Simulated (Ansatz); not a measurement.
## Run report: SiO$_{2}$, field-gradient calculation

The run: field-gradient calculation of SiO$_{2}$ (6 atoms in the cell). Method and program: DFT, PBEsol, PAW with Ansatz's default frozen-core files, scalar-relativistic, no spin polarisation (Ansatz 0.2.0).

The structure derives from an entry of the Crystallography Open Database. It belongs to a series of runs on one base structure; here: zz strain of +3 %, PAW files. Figures and captions count atoms from 1; the log counts them from 0 in places.

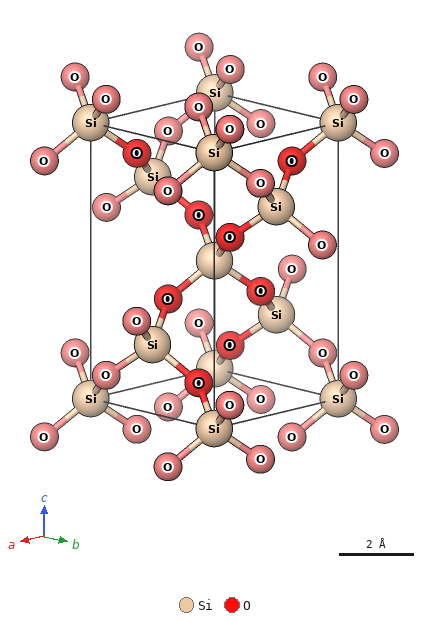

Figure 1. The input geometry (ball-and-stick view of the cell 2 times as large as that of the calculation, set on its symmetry axes, seen at an oblique angle; neighbours outside the cell are drawn fainter). An atom can appear more than once, as a periodic image. Near neighbours in the periodic cell (some may lie outside the picture): Si has 4 O at 1.64 Å; O has 2 Si at 1.64 Å.

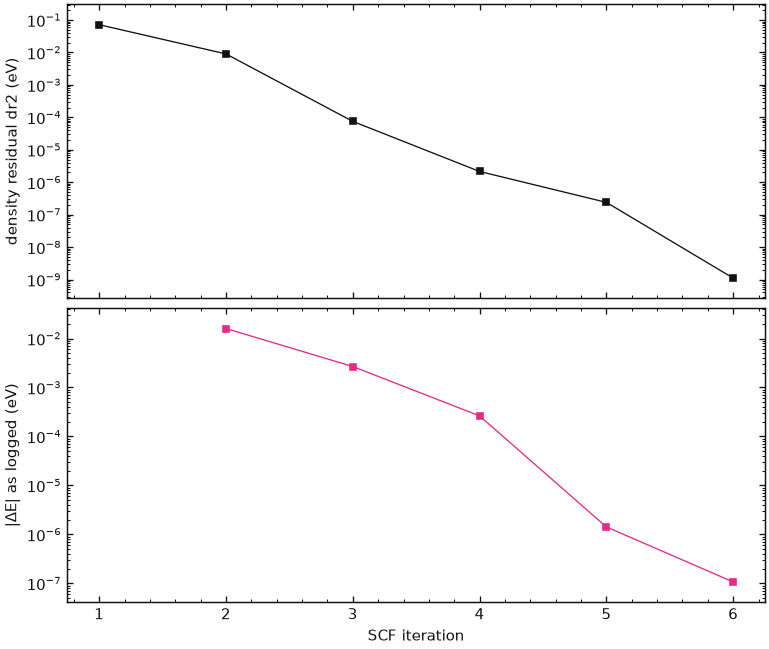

Figure 2. Convergence of the self-consistent field: density residual dr2 and size of the energy change against the SCF iteration. The residual falls at every step.

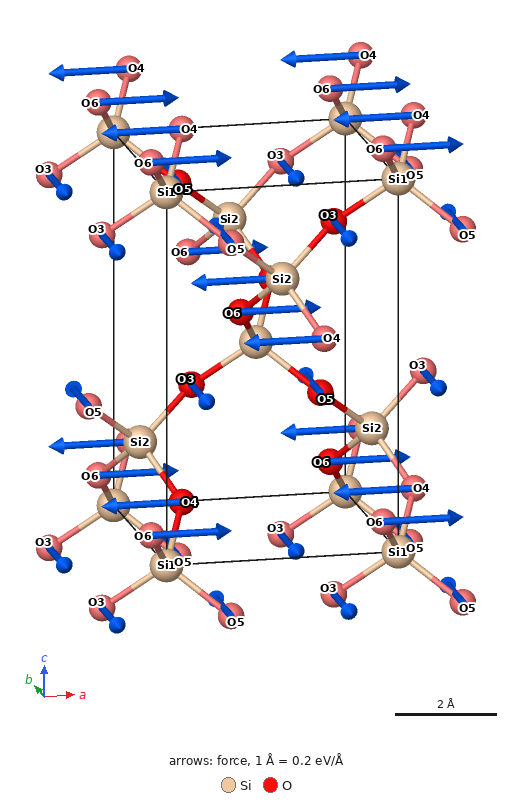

Figure 3. Forces on the atoms as blue arrows (ball-and-stick view of the cell 2 times as large as that of the calculation, set on its symmetry axes, seen slightly off an axis; neighbours outside the cell are drawn fainter; atoms are numbered from 1 in the order of the input). The largest act on all 4 O atoms (0.33 eV/Å). The geometry is not a stationary point of this energy.

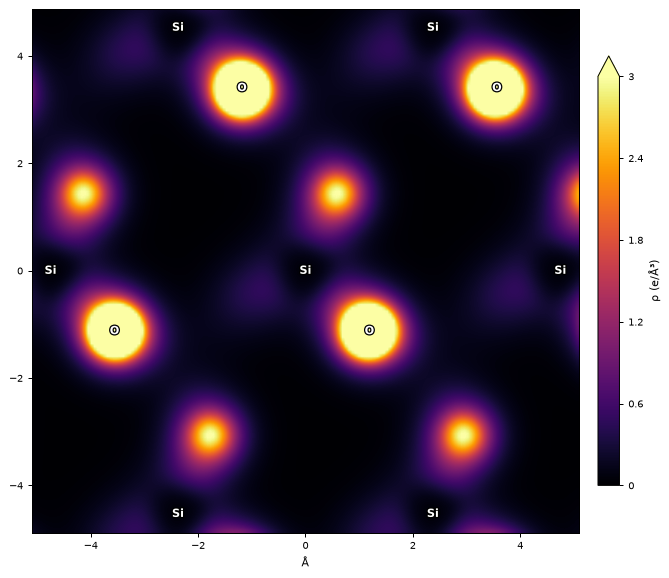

Figure 4. Valence charge density (pseudo) on the (101̄) plane of the conventional cell. The section cuts through Si and O sites. Si–O (1.64 Å): the density is about 1.2 e/Å³ at the midpoint. Away from the nuclei the density in this plane falls to 0.006 e/Å³ at its lowest. The fields are those of the smooth PAW valence density.

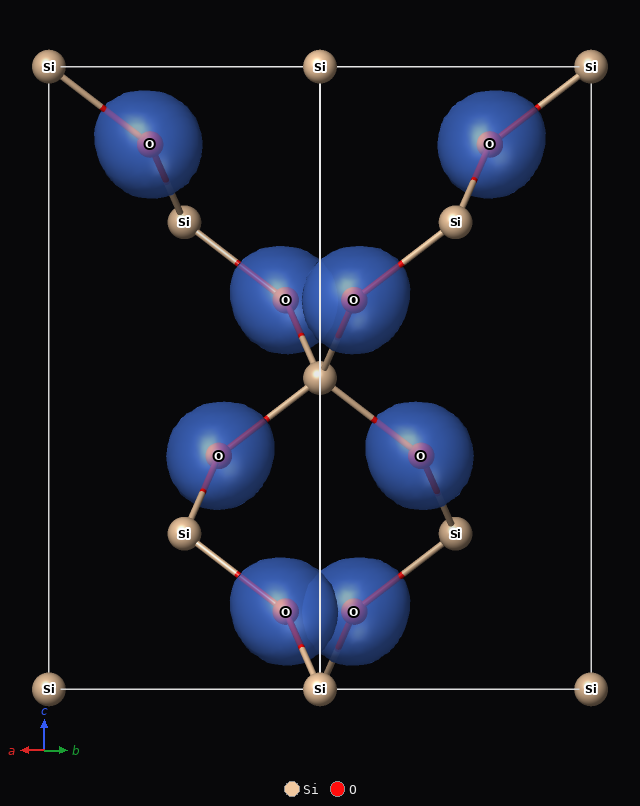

Figure 5. Isosurface of the valence charge density (pseudo) at 1.5 e/Å³ (blue), seen along [110]. Sticks mark near contacts. The outline is the cell set on symmetry axes. At this value the density breaks into separate islands; it holds about 50 % of the electrons treated as valence. It is pinched off along the Si–O (1.64 Å) contacts. On the grid the lowest density along these lines, outside the cores, is 1 e/Å³ (Si–O, 1.64 Å).

The input and output of the run follow.

Input file
```yaml
crystal:
  lattice:
    - [-2.37405, 2.37405, 3.85632]
    - [2.37405, -2.37405, 3.85632]
    - [2.37405, 2.37405, -3.85632]
  atoms:
    - { symbol: Si, position: [0.0, 0.0, 0.0] }
    - { symbol: Si, position: [0.75, 0.25, 0.5] }
    - { symbol: O, position: [0.99838, 0.625, 0.87338] }
    - { symbol: O, position: [0.375, 0.24838, 0.37338] }
    - { symbol: O, position: [0.75162, 0.125, 0.12662] }
    - { symbol: O, position: [0.875, 0.00162, 0.62662] }
kpoints:
  mp_grid: { grid: [7, 7, 7] }
scf:
  occupations: { method: fermi_dirac, width: 0.03 }
hamiltonian:
  xc: pbesol
  pseudopotentials: { kind: paw }
output:
  forces: true
  stress: true
  eigenvalues: true
  efg: { contact_densities: true }
  write_density: true
  write_potential: true
  elf: true
  volumetric_format: npy
```

Command:
```bash
ansatz run input.yaml --threads 2 --pin off --max-ram 8192MiB --backend cpu --events-out ev --progress --plain --runs-dir out
```

Output
```
Engine: ansatz 0.2.0, aarch64-unknown-linux-gnu
Pseudopotentials: kind: paw
Pseudopotential: Si, paw, valence charge 4, recommended cutoff 420 eV (normal), Si.paw.azcp
Pseudopotential: O, paw, valence charge 6, recommended cutoff 420 eV (normal), O.paw.azcp
Functional definition: PBEsol
  exchange = pbesol_x
  correlation = pbesol_c
Crystal: 6 atoms, lattice volume = 86.939 Å³
Basis set: ecut = 420 eV, 1677 PW (Γ), exchange–correlation on 72×72×72 points (8 copies of the dense FFT grid, shifted against one another)
Bands: 22, of which v1, the nominal top of the filled ones, is band 16 counted from 1 (15 counted from 0)
Symmetry: 8 space group operations
Space group: I-42d (ITA 122), of the structure as read, at distance tolerance 4.4e-5 Å
k-points: 40 of 343 (time reversal used)
Non-local potential: Si, projectors of the file, l = 0: 2, l = 1: 2, l = 2: 2
Non-local potential: O, projectors of the file, l = 0: 2, l = 1: 2, l = 2: 1
PAW form: soft (Blöchl's): semilocal exchange-correlation on the pseudo side does not see the compensation charge
PAW frozen core: Si, regenerated for the run's functional, and the local potential with it (the file was generated under x = pbe(κ = 0.804, μ = 0.2195149727645171), c = pbe(β = 0.06672455060314922))
PAW frozen core: O, regenerated for the run's functional, and the local potential with it (the file was generated under x = pbe(κ = 0.804, μ = 0.2195149727645171), c = pbe(β = 0.06672455060314922))
PAW one-centre angular grid: Si, 110 points (default); XC on 64 Gauss nodes
PAW one-centre angular grid: O, 110 points (default); XC on 64 Gauss nodes
Initial density: superposition of atomic densities (neutral atoms: chi_scale 0, normalization atom), corrected by the library's trained network
Initial wavefunctions: pseudopotential atomic-orbital guess
Functional: x = pbesol(κ = 0.804, μ = 0.12345679012345678), c = pbesol(β = 0.046)
SCF iter   1: F=—  HF=-3493.161104 eV  |F-HF|=—  |Δ(HF+E_count)|=         —  Δρ=1.05e-2  dr2=7.19e-2  ethr=1.77e-3  ⟨swp⟩=6.9  Hψ=5213  notcnv=0
preconditioner: auto → none  [insulator: Δε(μ)=5.603 eV  Ē_g=16.208 eV  σ=0.030 eV  W_gap=1.00  n_scr=14 (ndim 8)  ℏωp=22.5 eV  f_vac=0.213  D(μ)=0.00/eV (n_scr^D=0)  ε∞_Penn≈2.9]
SCF iter   2: F=—  HF=-3493.145063 eV  |F-HF|=—  |Δ(HF+E_count)|=   1.60e-2  Δρ=4.05e-3  dr2=9.03e-3  ethr=2.25e-4  ⟨swp⟩=2.1  Hψ=1897  notcnv=0  defer=77
SCF iter   3: F=—  HF=-3493.142382 eV  |F-HF|=—  |Δ(HF+E_count)|=   2.68e-3  Δρ=4.97e-4  dr2=7.53e-5  ethr=2.82e-5  ⟨swp⟩=2.0  Hψ=1446  notcnv=0  defer=77
SCF iter   4: F=—  HF=-3493.142645 eV  |F-HF|=—  |Δ(HF+E_count)|=   2.63e-4  Δρ=7.48e-5  dr2=2.15e-6  ethr=2.35e-7  ⟨swp⟩=2.0  Hψ=1461  notcnv=0  defer=77
SCF iter   5: F=—  HF=-3493.142647 eV  |F-HF|=—  |Δ(HF+E_count)|=   1.42e-6  Δρ=2.86e-5  dr2=2.40e-7  ethr=6.73e-9  ⟨swp⟩=2.2  Hψ=1248  notcnv=0  defer=77
SCF iter   6: F=-3493.142647 eV  HF=-3493.142647 eV  |F-HF|=1.34e-9  |Δ(HF+E_count)|=   1.07e-7  Δρ=1.53e-6  dr2=1.11e-9  ethr=3.13e-10  ⟨swp⟩=14.5  Hψ=6717  notcnv=0
SCF 1 converged in 6 iterations: F = -3493.142647 eV  dr2 = 1.11e-9
  greatest PAW one-centre occupation: 0.860 electrons in one spin orbital (limit 2), on the O atom at site 2 (counted from 0), in its partial waves of l = 0
SCF converged after 6 iterations
Free energy (F): -3493.142647 eV
Harris-Foulkes:  -3493.142647 eV  (|F-HF|=1.34e-9)
Internal energy: -3493.142647 eV  (E = F + TS)
E sigma→0 (E₀):  -3493.142647 eV
Fermi energy:    3.801385 eV
--- Per-component energies (eV) ---
  E_band       = -178.713520
  E_kinetic    = 797.987178
  E_local      = -2204.537862  (includes V_loc(G=0)·N_el)
  E_nonlocal   = 240.971024
  E_hartree    = 804.193311
  E_xc         = -402.145392
  E_vxc        = -469.421455  (∫ρ·V_xc dr)
  E_paw        = -1610.947538  (= ΣΔE_a)
  E_vpaw       = -152.108827  (= ΣTr[D̂ρ^β])
  E_aug_tail   = 0.010228  (compensation charges beyond the density's cutoff)
  E_ewald      = -1118.877869
  E_core_change = 0.204273  (= ΣΔE_core)
  E_smearing   = -0.000000  (= −TS)
  E_closure    = 0.000000  (closes the sum)
  Σ components = -3493.142647   (vs F -3493.142647, Δ=0.00e0)
--- Forces (eV/Å), atoms counted from 1 ---
  atom   1  Si     0.00000000     0.00000000    -0.00000000
  atom   2  Si    -0.00000000     0.00000000     0.00000000
  atom   3  O      0.00000000    -0.33093022     0.00000000
  atom   4  O     -0.33093022    -0.00000000     0.00000000
  atom   5  O      0.00000000     0.33093022    -0.00000000
  atom   6  O      0.33093022    -0.00000000     0.00000000
  max |Σ_I F_I| component: 2.78e-17 eV/Å
--- Stress (GPa, compression-positive) ---
       -2.481410       0.000000       0.000000
       -0.000000      -2.481410      -0.000000
        0.000000      -0.000000      -6.627597
  P = ⅓ Tr σ = -3.8635 GPa (-38.635 kbar)
--- PAW observables at the nuclei: V_zz in 10²¹ V/m², potentials from the cell's mean, atoms counted from 1 ---
  atom   1  Si V_zz =    -1.014684   η = 0.0000   by run symmetry: allowed
            electrostatic potential = -1353.326030 V   contact ρ = 12752.351856 e/Å³
  atom   2  Si V_zz =    -1.014684   η = 0.0000   by run symmetry: allowed
            electrostatic potential = -1353.326030 V   contact ρ = 12752.351856 e/Å³
  atom   3  O  V_zz =    +9.331985   η = 0.3530   by run symmetry: allowed
            electrostatic potential = -617.359488 V   contact ρ = 2140.492805 e/Å³
  atom   4  O  V_zz =    +9.331985   η = 0.3530   by run symmetry: allowed
            electrostatic potential = -617.359488 V   contact ρ = 2140.492805 e/Å³
  atom   5  O  V_zz =    +9.331985   η = 0.3530   by run symmetry: allowed
            electrostatic potential = -617.359488 V   contact ρ = 2140.492805 e/Å³
  atom   6  O  V_zz =    +9.331985   η = 0.3530   by run symmetry: allowed
            electrostatic potential = -617.359488 V   contact ρ = 2140.492805 e/Å³
--- Band table (eV; the first three rows and the last of 40) ---
  k-point 0: bands = ["-17.9979", "-15.9908", "-15.8902", "-15.8902", "-7.8880", "-4.2913", "-4.2913", "-4.1067", "-1.4808", "-1.1379", "-0.4396", "-0.4396", "-0.4363", "-0.2070", "0.8981", "0.8981", "6.6097", "9.3354", "11.7035", "11.7035", "11.8572", "12.2345"]
  k-point 1: bands = ["-17.9102", "-16.0275", "-15.9898", "-15.9070", "-7.6971", "-4.5141", "-4.2057", "-3.9693", "-1.5673", "-1.0540", "-0.7539", "-0.5229", "-0.4131", "-0.0520", "0.8541", "0.8693", "7.0826", "9.6617", "10.9925", "11.5491", "12.0302", "12.1202"]
  k-point 2: bands = ["-17.6584", "-16.3673", "-16.0042", "-15.9464", "-7.1779", "-4.9928", "-3.9865", "-3.7886", "-1.7455", "-1.2152", "-0.9187", "-0.7759", "-0.2718", "0.1472", "0.7567", "0.7865", "8.2130", "10.4224", "10.4753", "11.0944", "11.9107", "12.2211"]
  k-point 39: bands = ["-17.1638", "-17.0740", "-15.9361", "-15.9161", "-6.0009", "-5.7880", "-3.7809", "-3.7200", "-1.6476", "-1.3836", "-1.1443", "-0.7332", "-0.6272", "-0.4598", "0.7553", "0.8086", "9.6474", "9.7604", "10.1428", "10.3415", "12.4258", "12.5337"]
```

File rho_z.tsv
```
# z_ang	rho[e/angstrom^3]
# format = ansatz-planar-average/11
# lattice	-2.374050000	2.374050000	3.856320000
# lattice	2.374050000	-2.374050000	3.856320000
# lattice	2.374050000	2.374050000	-3.856320000
# sites	6
# site	14	0.000000000	0.000000000	0.000000000
# site	14	0.000000000	2.374050000	1.928160000
# site	8	1.187025000	2.959870578	2.892240000
# site	8	0.585820578	1.187025000	0.964080000
# site	8	-1.187025000	1.788229422	2.892240000
# site	8	-0.585820578	3.561075000	0.964080000
0.000000	3.380764e-1
0.142030	3.437037e-1
0.284059	3.576205e-1
0.426089	3.731176e-1
0.568118	3.839832e-1
0.710148	3.870391e-1
0.852177	3.823331e-1
0.994207	3.727421e-1
1.136237	3.633659e-1
1.278266	3.594768e-1
1.420296	3.633659e-1
1.562325	3.727421e-1
1.704355	3.823331e-1
1.846384	3.870391e-1
1.988414	3.839832e-1
2.130444	3.731176e-1
2.272473	3.576205e-1
2.414503	3.437037e-1
2.556532	3.380764e-1
2.698562	3.437037e-1
2.840592	3.576205e-1
2.982621	3.731176e-1
3.124651	3.839832e-1
3.266680	3.870391e-1
3.408710	3.823331e-1
3.550739	3.727421e-1
3.692769	3.633659e-1
3.834799	3.594768e-1
3.976828	3.633659e-1
4.118858	3.727421e-1
4.260887	3.823331e-1
4.402917	3.870391e-1
4.544946	3.839832e-1
4.686976	3.731176e-1
4.829006	3.576205e-1
4.971035	3.437037e-1
```

File v_z.tsv
```
# z_ang	v_es[eV]	v_tot[eV]
# format = ansatz-planar-average/11
# xc	pbesol
# density_cutoff_ev	1680
# datasets	Si=:simpson_from_first_knot:soft:shift=-540422	O=:simpson_from_first_knot:soft:shift=-234619
# lattice	-2.374050000	2.374050000	3.856320000
# lattice	2.374050000	-2.374050000	3.856320000
# lattice	2.374050000	2.374050000	-3.856320000
# sites	6
# site	14	0.000000000	0.000000000	0.000000000
# site	14	0.000000000	2.374050000	1.928160000
# site	8	1.187025000	2.959870578	2.892240000
# site	8	0.585820578	1.187025000	0.964080000
# site	8	-1.187025000	1.788229422	2.892240000
# site	8	-0.585820578	3.561075000	0.964080000
0.000000	2.797410e-1	-8.454243e0
0.142030	3.792768e-1	-8.328375e0
0.284059	6.396227e-1	-8.009432e0
0.426089	9.691970e-1	-7.616309e0
0.568118	1.315458e0	-7.202426e0
0.710148	1.757432e0	-6.690591e0
0.852177	2.238839e0	-6.159957e0
0.994207	2.598022e0	-5.785223e0
1.136237	2.812897e0	-5.573774e0
1.278266	2.887317e0	-5.502625e0
1.420296	2.812897e0	-5.573774e0
1.562325	2.598022e0	-5.785223e0
1.704355	2.238839e0	-6.159957e0
1.846384	1.757432e0	-6.690591e0
1.988414	1.315458e0	-7.202426e0
2.130444	9.691970e-1	-7.616309e0
2.272473	6.396227e-1	-8.009432e0
2.414503	3.792768e-1	-8.328375e0
2.556532	2.797410e-1	-8.454243e0
2.698562	3.792768e-1	-8.328375e0
2.840592	6.396227e-1	-8.009432e0
2.982621	9.691970e-1	-7.616309e0
3.124651	1.315458e0	-7.202426e0
3.266680	1.757432e0	-6.690591e0
3.408710	2.238839e0	-6.159957e0
3.550739	2.598022e0	-5.785223e0
3.692769	2.812897e0	-5.573774e0
3.834799	2.887317e0	-5.502625e0
3.976828	2.812897e0	-5.573774e0
4.118858	2.598022e0	-5.785223e0
4.260887	2.238839e0	-6.159957e0
4.402917	1.757432e0	-6.690591e0
4.544946	1.315458e0	-7.202426e0
4.686976	9.691970e-1	-7.616309e0
4.829006	6.396227e-1	-8.009432e0
4.971035	3.792768e-1	-8.328375e0
```

Key numbers

| quantity | value |
| --- | --- |
| outcome | converged |
| space group (tolerance 0.01 Å) | I-42d (122) |
| electrons treated | 32 |
| free energy | −3493.1426 eV |
| Fermi energy | 3.801 eV |
| gap on the k-point mesh | 5.71 eV |
| pressure | −3.86 GPa |
| field gradient V_zz (10²¹ V/m²) | Si −1.01, Si −1.01, O 9.33, O 9.33, O 9.33, O 9.33 |
| largest force (length of the vector) | 0.331 eV/Å |
| hardware | 2 threads of Arm Neoverse V1, 24 GiB of memory available, shared host |
| wall time | 6.7 s (CPU time 13 s) |
| peak memory | 0.37 GiB |
